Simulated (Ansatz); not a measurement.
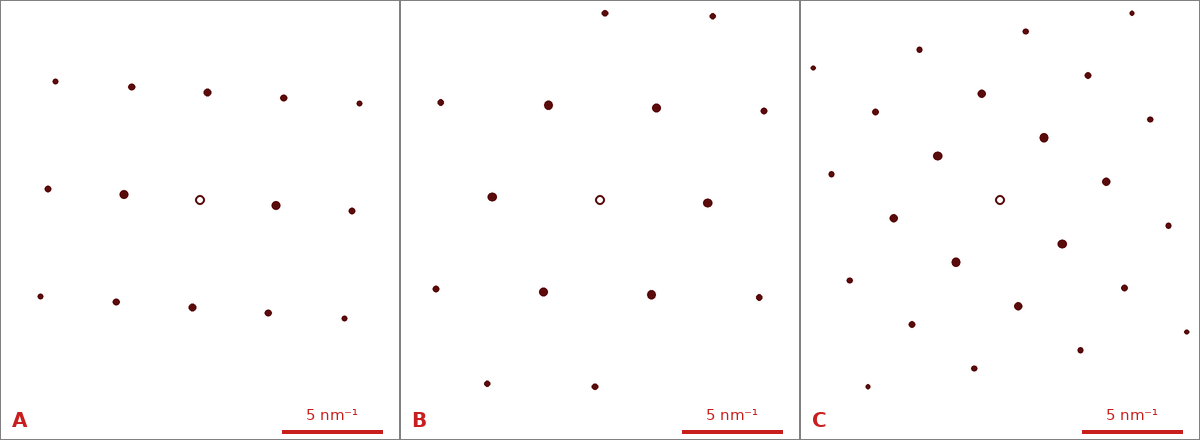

Kinematic zone-axis patterns, calculated for 120 keV electrons with B = 0.5 Å².

All three come from Pt, space group Pm-3m (No. 221), a = 2.62 Å. Structure: coordinates from a relaxation with DFT PBE, scalar-relativistic, plane waves, PAW (Ansatz); the starting structure was generated, so it need not be a known form of this composition.

Assign the zone axes [001], [110], [111] to A, B and C.

A is [110]: rectangular net of 0 0 1 at d = 2.62 Å and 1 -1 0 at d = 1.86 Å, at 90.0°. B is [111]: hexagonal net of -1 1 0 at d = 1.86 Å and -1 0 1 at d = 1.86 Å, at 60.0°. C is [001]: square net of 1 0 0 at d = 2.62 Å and 0 1 0 at d = 2.62 Å, at 90.0°.
